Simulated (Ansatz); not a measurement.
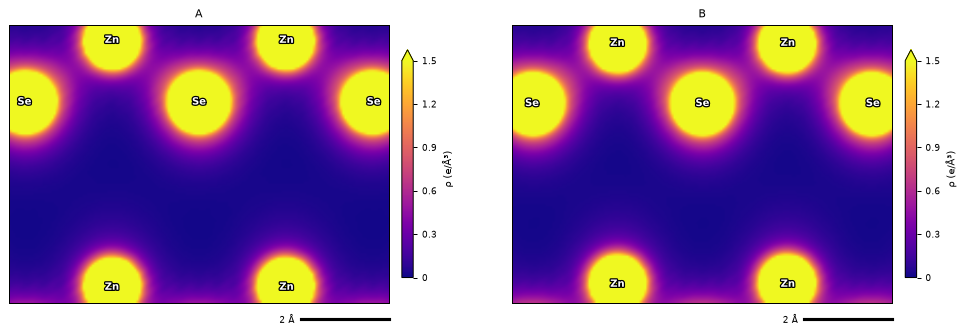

ZnSe. The valence pseudo-density of two cells that differ in size, on the (11̄0) plane of each (indices in the axes of the calculation cell), at one length scale and on one colour scale: A has 22.0 Å³ an atom and B 20.5.

Theory: Ansatz, DFT, PBEsol, PAW with Ansatz's default frozen-core files, scalar-relativistic; relaxation of cell and atoms.

In a PAW calculation such maps are meaningful between the atoms, not at the nuclei.

### What does the compression do to the bonding and the properties?

From the larger cell to the smaller, Zn–Se goes from 2.43 to 2.37 Å, and the density at its midpoint from 0.48 to 0.53 e/Å³; the pressure goes from 1.0 to 7 GPa; the Kohn–Sham gap goes from 1.3 eV to 1.6 eV.
